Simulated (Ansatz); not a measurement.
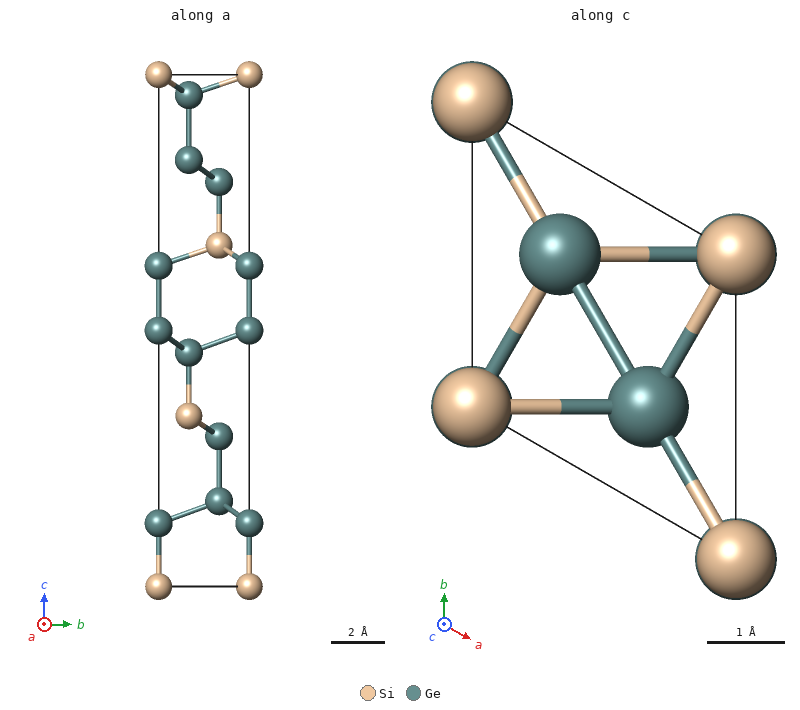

Crystal structure, ball-and-stick style, seen along the a axis and along the c axis. The parallelepiped is the conventional unit cell.

SiGe₃, space group R3m (No. 160), a = 3.97 Å, b = 3.97 Å, c = 19.40 Å, α = 90.00°, β = 90.00°, γ = 120.00°.

Electronic-structure method: Ansatz 0.2.0, G0W0 on LDA, plane waves, PAW. Parameters: a 420 eV plane-wave basis, k-points about 0.46 Å⁻¹ apart, no spin polarisation.

> Predict the gap.

A semiconductor at this level, with a gap of 0.23 eV, direct.

Its origin is a structure type filled with these elements by a generator (whether the compound takes this form wasn't checked). Earlier steps of the study may have refined or changed the cell and positions. A calculation with Ansatz used it as input.
